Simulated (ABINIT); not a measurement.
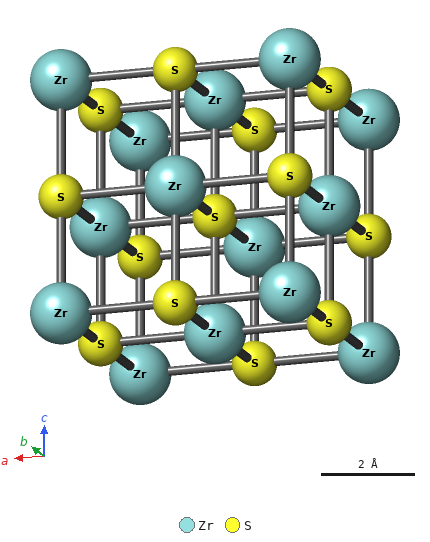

Fig. 1: The input geometry (ball-and-stick view of the cell 4 times as large as that of the calculation, set on its symmetry axes, seen at an oblique angle). An atom can appear more than once, as a periodic image. Near neighbours in the periodic cell (some may lie outside the picture): Zr has 6 S at 2.62 Å; S has 6 Zr at 2.62 Å.

## Run report: ZrS, geometry relaxation (part 1 of 3)

The run: geometry relaxation of ZrS (2 atoms in the cell). Method and program: Kohn-Sham DFT of a periodic cell, LDA, PseudoDojo NC SR LDA v0.4.1 standard, no spin polarisation (ABINIT 10.8.3).

The structure derives from an entry of the Crystallography Open Database.

Input file
```
# Pseudopotentials
pp_dirpath "./"
pseudos "Zr.upf, S.upf"

# Structure
acell 7.0152503259 7.0152503259 7.0152503259
rprim
     0.0000000000     0.7071067812     0.7071067812
     0.7071067812     0.0000000000     0.7071067812
     0.7071067812     0.7071067812     0.0000000000
ntypat 2
znucl 40 16
natom 2
typat 1 2
chkprim 0
chksymtnons 0
tolsym 1.0e-6
xred
            0.0            0.0            0.0
            1/2            1/2            1/2

# Plane-wave basis
ecut 35.0
ecutsm 0.5

# k points
kptopt 1
ngkpt 7 7 7
nshiftk 1
shiftk 0.0 0.0 0.0

# Exchange and correlation
ixc 7

# Bands and occupations
nband 13
occopt 3
tsmear 0.00183747

# SCF cycle
nstep 80
tolvrs 1.0e-12

# Output
iomode 3
prteig 0
prtebands 0
prtwf 0
prtden 0

# Relaxation
ionmov 2
optcell 2
ntime 50
tolmxf 2.0e-5
dilatmx 1.08
```

Command:
```bash
mpirun --bind-to none -np 4 abinit run.abi > log 2>&1
```

What the program printed
```
.Version 10.8.3 of ABINIT
 Symmetries : space group Fm -3 m (#225); Bravais cF (face-center cubic)
================================================================================
 Values of the parameters that define the memory need of the present run
     intxc =       0    ionmov =       2      iscf =       7    lmnmax =       6
     lnmax =       6     mgfft =      45  mpssoang =       3    mqgrid =    3001
     natom =       2  nloc_mem =       1    nspden =       1   nspinor =       1
    nsppol =       1      nsym =      48    n1xccc =    2501    ntypat =       2
    occopt =       3   xclevel =       1
       mpw =        3064          nfft =       91125          nkpt =          20
================================================================================
================================================================================

--------------------------------------------------------------------------------
------------- Echo of variables that govern the present computation ------------
--------------------------------------------------------------------------------
 -outvars: echo values of preprocessed input variables --------
            acell      7.0152503259E+00  7.0152503259E+00  7.0152503259E+00 Bohr
              amu      9.12240000E+01  3.20660000E+01
          chkprim           0
      chksymtnons           0
          dilatmx      1.08000000E+00
             ecut      3.50000000E+01 Hartree
           ecutsm      5.00000000E-01 Hartree
           ionmov           2
              ixc           7
         kptrlatt        7    0    0      0    7    0      0    0    7
          kptrlen      4.91067523E+01
            natom           2
            nband          13
            ngfft          45      45      45
             nkpt          20
            nstep          80
             nsym          48
            ntime          50
           ntypat           2
           occopt           3
          optcell           2
           prtden           0
        prtebands           0
           prteig           0
            prtwf           0
            rprim      0.0000000000E+00  7.0710678120E-01  7.0710678120E-01
                       7.0710678120E-01  0.0000000000E+00  7.0710678120E-01
                       7.0710678120E-01  7.0710678120E-01  0.0000000000E+00
          spgroup         225
           tolmxf      2.00000000E-05
           tolsym      1.00000000E-06
           tolvrs      1.00000000E-12
           tsmear      1.83747000E-03 Hartree
            typat      1  2
           xangst      0.0000000000E+00  0.0000000000E+00  0.0000000000E+00
                       2.6249999983E+00  2.6249999983E+00  2.6249999983E+00
            xcart      0.0000000000E+00  0.0000000000E+00  0.0000000000E+00
                       4.9605310773E+00  4.9605310773E+00  4.9605310773E+00
             xred      0.0000000000E+00  0.0000000000E+00  0.0000000000E+00
                       5.0000000000E-01  5.0000000000E-01  5.0000000000E-01
            znucl       40.00000   16.00000

================================================================================

 chkinp: Checking input parameters for consistency.

================================================================================
== DATASET  1 ==================================================================

--- !DatasetInfo
iteration_state: {dtset: 1, }
dimensions: {natom: 2, nkpt: 20, mband: 13, nsppol: 1, nspinor: 1, nspden: 1, mpw: 3064, }
cutoff_energies: {ecut:  35.0, pawecutdg:  -1.0, }
electrons: {nelect:   1.80000000E+01, charge:   0.00000000E+00, occopt:   3.00000000E+00, tsmear:   1.83747000E-03, }
meta: {optdriver: 0, ionmov: 2, optcell: 2, iscf: 7, paral_kgb: 0, }
...

 Exchange-correlation functional for the present dataset will be:
  LDA: Perdew-Wang 92 LSD fit to Ceperley-Alder data - ixc=7
  J.P.Perdew and Y.Wang, PRB 45, 13244 (1992)

 Real(R)+Recip(G) space primitive vectors, cartesian coordinates (Bohr,Bohr^-1):
 R(1)=  0.0000000  4.9605311  4.9605311  G(1)= -0.1007957  0.1007957  0.1007957
 R(2)=  4.9605311  0.0000000  4.9605311  G(2)=  0.1007957 -0.1007957  0.1007957
 R(3)=  4.9605311  4.9605311  0.0000000  G(3)=  0.1007957  0.1007957 -0.1007957
 Unit cell volume ucvol=  2.4412627E+02 bohr^3
 Angles (23,13,12)=  6.00000000E+01  6.00000000E+01  6.00000000E+01 degrees

 getcut: wavevector=  0.0000  0.0000  0.0000  ngfft=  45  45  45
         ecut(hartree)=     40.824   => boxcut(ratio)=   2.18065

--- Pseudopotential description ------------------------------------------------
- pspini: atom type   1  psp file is ./Zr.upf
  40.00000  12.00000  180309                  znucl, zion, pspdat
12 -1012 2 -1 1584                            pspcod,pspxc,lmax,lloc,mmax
     nproj     2     2     2

- pspini: atom type   2  psp file is ./S.upf
  16.00000   6.00000  180309                  znucl, zion, pspdat
12 -1012 2 -1 1132                            pspcod,pspxc,lmax,lloc,mmax
     nproj     2     2     2

   4.95389241E+02                                ecore*ucvol(ha*bohr**3)
--------------------------------------------------------------------------------

================================================================================

=== [ionmov= 2] Broyden-Fletcher-Goldfarb-Shanno method (forces)
================================================================================

--- Iteration: ( 1/50) Internal Cycle: (1/1)
--------------------------------------------------------------------------------

---SELF-CONSISTENT-FIELD CONVERGENCE--------------------------------------------

--- !BeginCycle
iteration_state: {dtset: 1, itime: 1, icycle: 1, }
solver: {iscf: 7, nstep: 80, nline: 4, wfoptalg: 0, }
tolerances: {tolvrs: 1.00E-12, }
...

     iter   Etot(hartree)      deltaE(h)  residm     vres2
 ETOT  1  -61.821141519224    -6.182E+01 9.731E-02 1.397E+02
 ETOT  2  -61.848937970456    -2.780E-02 2.133E-02 8.625E+01
 ETOT  3  -61.857321962147    -8.384E-03 1.597E-03 8.603E-02
 ETOT  4  -61.857335604100    -1.364E-05 9.645E-04 1.744E-03
 ETOT  5  -61.857335778841    -1.747E-07 2.845E-04 9.303E-05
 ETOT  6  -61.857335787873    -9.032E-09 2.047E-04 3.969E-08
 ETOT  7  -61.857335787892    -1.900E-11 5.881E-05 1.373E-08
 ETOT  8  -61.857335787893    -9.734E-13 8.357E-05 3.305E-10
 ETOT  9  -61.857335787893    -6.466E-13 3.179E-05 8.273E-12
 ETOT 10  -61.857335787893     4.263E-14 6.352E-05 5.733E-14

 At SCF step   10       vres2   =  5.73E-14 < tolvrs=  1.00E-12 =>converged.

 Cartesian components of stress tensor (hartree/bohr^3)
  sigma(1 1)=  3.02619453E-04  sigma(3 2)=  0.00000000E+00
  sigma(2 2)=  3.02619453E-04  sigma(3 1)=  0.00000000E+00
  sigma(3 3)=  3.02619453E-04  sigma(2 1)=  0.00000000E+00

--- !ResultsGS
iteration_state: {dtset: 1, itime: 1, icycle: 1, }
comment   : Summary of ground state results
lattice_vectors:
- [  0.0000000,   4.9605311,   4.9605311, ]
- [  4.9605311,   0.0000000,   4.9605311, ]
- [  4.9605311,   4.9605311,   0.0000000, ]
lattice_lengths: [   7.01525,    7.01525,    7.01525, ]
lattice_angles: [ 60.000,  60.000,  60.000, ] # degrees, (23, 13, 12)
lattice_volume:   2.4412627E+02
convergence: {deltae:  4.263E-14, res2:  5.733E-14, residm:  6.352E-05, diffor: null, }
etotal    :  -6.18573358E+01
entropy   :   0.00000000E+00
fermie    :   4.15859857E-01
cartesian_stress_tensor: # hartree/bohr^3
- [  3.02619453E-04,   0.00000000E+00,   0.00000000E+00, ]
- [  0.00000000E+00,   3.02619453E-04,   0.00000000E+00, ]
- [  0.00000000E+00,   0.00000000E+00,   3.02619453E-04, ]
pressure_GPa:  -8.9034E+00
xred      :
- [  0.0000E+00,   0.0000E+00,   0.0000E+00, Zr]
- [  5.0000E-01,   5.0000E-01,   5.0000E-01,  S]
cartesian_forces: # hartree/bohr
- [ -0.00000000E+00,  -0.00000000E+00,  -0.00000000E+00, ]
- [ -0.00000000E+00,  -0.00000000E+00,  -0.00000000E+00, ]
force_length_stats: {min:   0.00000000E+00, max:   0.00000000E+00, mean:   0.00000000E+00, }
...

 Integrated electronic density in atomic spheres:
 ------------------------------------------------
 Atom  Sphere_radius  Integrated_density
    1        2.00000          8.41501838
    2        2.00000          4.03738410

---OUTPUT-----------------------------------------------------------------------

 Cartesian coordinates (xcart) [bohr]
  0.00000000000000E+00  0.00000000000000E+00  0.00000000000000E+00
  4.96053107725940E+00  4.96053107725940E+00  4.96053107725940E+00
 Reduced coordinates (xred)
  0.00000000000000E+00  0.00000000000000E+00  0.00000000000000E+00
  5.00000000000000E-01  5.00000000000000E-01  5.00000000000000E-01
 Cartesian forces (fcart) [Ha/bohr]; max,rms= 0.00000E+00 0.00000E+00 (free atoms)
 -0.00000000000000E+00 -0.00000000000000E+00 -0.00000000000000E+00
 -0.00000000000000E+00 -0.00000000000000E+00 -0.00000000000000E+00
 Gradient of E wrt nuclear positions in reduced coordinates (gred)
  0.00000000000000E+00  0.00000000000000E+00  0.00000000000000E+00
  0.00000000000000E+00  0.00000000000000E+00  0.00000000000000E+00
 Scale of Primitive Cell (acell) [bohr]
  7.01525032590000E+00  7.01525032590000E+00  7.01525032590000E+00
 Real space primitive translations (rprimd) [bohr]
  0.00000000000000E+00  4.96053107725940E+00  4.96053107725940E+00
  4.96053107725940E+00  0.00000000000000E+00  4.96053107725940E+00
  4.96053107725940E+00  4.96053107725940E+00  0.00000000000000E+00
 Unitary Cell Volume (ucvol) [Bohr^3]=  2.44126272495730E+02
 Angles (23,13,12)= [degrees]
  6.00000000000000E+01  6.00000000000000E+01  6.00000000000000E+01
 Lengths [Bohr]
  7.01525032603346E+00  7.01525032603346E+00  7.01525032603346E+00
 Stress tensor in cartesian coordinates (strten) [Ha/bohr^3]
  3.02619453047142E-04  0.00000000000000E+00  0.00000000000000E+00
  0.00000000000000E+00  3.02619453047144E-04  0.00000000000000E+00
  0.00000000000000E+00  0.00000000000000E+00  3.02619453047140E-04
 Total energy (etotal) [Ha]= -6.18573357878933E+01

--- Iteration: ( 2/50) Internal Cycle: (1/1)
--------------------------------------------------------------------------------

---SELF-CONSISTENT-FIELD CONVERGENCE--------------------------------------------

--- !BeginCycle
iteration_state: {dtset: 1, itime: 2, icycle: 1, }
solver: {iscf: 7, nstep: 80, nline: 4, wfoptalg: 0, }
tolerances: {tolvrs: 1.00E-12, }
...

     iter   Etot(hartree)      deltaE(h)  residm     vres2
 ETOT  1  -61.854214906928    -6.185E+01 5.801E-04 5.347E+01
 ETOT  2  -61.857155335859    -2.940E-03 1.534E-04 1.912E+01
 ETOT  3  -61.858948645759    -1.793E-03 1.243E-04 1.532E-01
 ETOT  4  -61.858962843867    -1.420E-05 3.783E-05 2.051E-03
 ETOT  5  -61.858962986994    -1.431E-07 4.103E-05 1.639E-05
 ETOT  6  -61.858962988064    -1.071E-09 1.826E-05 4.178E-07
 ETOT  7  -61.858962988102    -3.797E-11 2.533E-05 3.380E-09
 ETOT  8  -61.858962988102     3.197E-13 1.215E-05 1.835E-11
 ETOT  9  -61.858962988101     1.378E-12 1.656E-05 6.971E-14

 At SCF step    9       vres2   =  6.97E-14 < tolvrs=  1.00E-12 =>converged.

 Cartesian components of stress tensor (hartree/bohr^3)
  sigma(1 1)=  1.88300037E-04  sigma(3 2)=  0.00000000E+00
  sigma(2 2)=  1.88300037E-04  sigma(3 1)=  0.00000000E+00
  sigma(3 3)=  1.88300037E-04  sigma(2 1)=  0.00000000E+00

--- !ResultsGS
iteration_state: {dtset: 1, itime: 2, icycle: 1, }
comment   : Summary of ground state results
lattice_vectors:
- [  0.0000000,   4.9154965,   4.9154965, ]
- [  4.9154965,   0.0000000,   4.9154965, ]
- [  4.9154965,   4.9154965,   0.0000000, ]
lattice_lengths: [   6.95156,    6.95156,    6.95156, ]
lattice_angles: [ 60.000,  60.000,  60.000, ] # degrees, (23, 13, 12)
lattice_volume:   2.3753749E+02
convergence: {deltae:  1.378E-12, res2:  6.971E-14, residm:  1.656E-05, diffor: null, }
etotal    :  -6.18589630E+01
entropy   :   0.00000000E+00
fermie    :   4.29338997E-01
cartesian_stress_tensor: # hartree/bohr^3
- [  1.88300037E-04,   0.00000000E+00,   0.00000000E+00, ]
- [  0.00000000E+00,   1.88300037E-04,   0.00000000E+00, ]
- [  0.00000000E+00,   0.00000000E+00,   1.88300037E-04, ]
pressure_GPa:  -5.5400E+00
xred      :
- [  0.0000E+00,   0.0000E+00,   0.0000E+00, Zr]
- [  5.0000E-01,   5.0000E-01,   5.0000E-01,  S]
cartesian_forces: # hartree/bohr
- [ -0.00000000E+00,  -0.00000000E+00,  -0.00000000E+00, ]
- [ -0.00000000E+00,  -0.00000000E+00,  -0.00000000E+00, ]
force_length_stats: {min:   0.00000000E+00, max:   0.00000000E+00, mean:   0.00000000E+00, }
...

 Integrated electronic density in atomic spheres:
 ------------------------------------------------
 Atom  Sphere_radius  Integrated_density
    1        2.00000          8.42287316
    2        2.00000          4.02975891

---OUTPUT-----------------------------------------------------------------------

 Cartesian coordinates (xcart) [bohr]
  0.00000000000000E+00  0.00000000000000E+00  0.00000000000000E+00
  4.91549648121669E+00  4.91549648121669E+00  4.91549648121669E+00
 Reduced coordinates (xred)
  0.00000000000000E+00  0.00000000000000E+00  0.00000000000000E+00
  5.00000000000000E-01  5.00000000000000E-01  5.00000000000000E-01
 Cartesian forces (fcart) [Ha/bohr]; max,rms= 0.00000E+00 0.00000E+00 (free atoms)
 -0.00000000000000E+00 -0.00000000000000E+00 -0.00000000000000E+00
 -0.00000000000000E+00 -0.00000000000000E+00 -0.00000000000000E+00
 Gradient of E wrt nuclear positions in reduced coordinates (gred)
  0.00000000000000E+00  0.00000000000000E+00  0.00000000000000E+00
  0.00000000000000E+00  0.00000000000000E+00  0.00000000000000E+00
 Scale of Primitive Cell (acell) [bohr]
  6.95156178953387E+00  6.95156178953387E+00  6.95156178953387E+00
 Real space primitive translations (rprimd) [bohr]
  0.00000000000000E+00  4.91549648121669E+00  4.91549648121669E+00
  4.91549648121669E+00  0.00000000000000E+00  4.91549648121669E+00
  4.91549648121669E+00  4.91549648121669E+00  0.00000000000000E+00
 Unitary Cell Volume (ucvol) [Bohr^3]=  2.37537490670100E+02
 Angles (23,13,12)= [degrees]
  6.00000000000000E+01  6.00000000000000E+01  6.00000000000000E+01
 Lengths [Bohr]
  6.95156178953387E+00  6.95156178953387E+00  6.95156178953387E+00
 Stress tensor in cartesian coordinates (strten) [Ha/bohr^3]
  1.88300036571285E-04  0.00000000000000E+00  0.00000000000000E+00
  0.00000000000000E+00  1.88300036571283E-04  0.00000000000000E+00
  0.00000000000000E+00  0.00000000000000E+00  1.88300036571280E-04
 Total energy (etotal) [Ha]= -6.18589629881007E+01

 Difference of energy with previous step (new-old):
           Absolute (Ha)=-1.62720E-03
           Relative     =-2.63053E-05

--- Iteration: ( 3/50) Internal Cycle: (1/1)
--------------------------------------------------------------------------------

---SELF-CONSISTENT-FIELD CONVERGENCE--------------------------------------------

--- !BeginCycle
iteration_state: {dtset: 1, itime: 3, icycle: 1, }
solver: {iscf: 7, nstep: 80, nline: 4, wfoptalg: 0, }
tolerances: {tolvrs: 1.00E-12, }
...

     iter   Etot(hartree)      deltaE(h)  residm     vres2
 ETOT  1  -61.848980036702    -6.185E+01 3.896E-04 1.242E+02
 ETOT  2  -61.855762841764    -6.783E-03 3.339E-04 4.425E+01
 ETOT  3  -61.859806972853    -4.044E-03 1.190E-04 2.708E-01
 ETOT  4  -61.859831464177    -2.449E-05 6.562E-05 3.692E-03
 ETOT  5  -61.859831711902    -2.477E-07 3.407E-05 2.070E-05
 ETOT  6  -61.859831713129    -1.227E-09 3.126E-05 8.255E-07
 ETOT  7  -61.859831713196    -6.792E-11 1.837E-05 5.119E-09
 ETOT  8  -61.859831713198    -1.684E-12 1.883E-05 3.956E-11
 ETOT  9  -61.859831713195     2.665E-12 1.048E-05 5.121E-14

 At SCF step    9       vres2   =  5.12E-14 < tolvrs=  1.00E-12 =>converged.

 Cartesian components of stress tensor (hartree/bohr^3)
  sigma(1 1)= -2.05883732E-05  sigma(3 2)=  0.00000000E+00
  sigma(2 2)= -2.05883732E-05  sigma(3 1)=  0.00000000E+00
  sigma(3 3)= -2.05883732E-05  sigma(2 1)=  0.00000000E+00
```
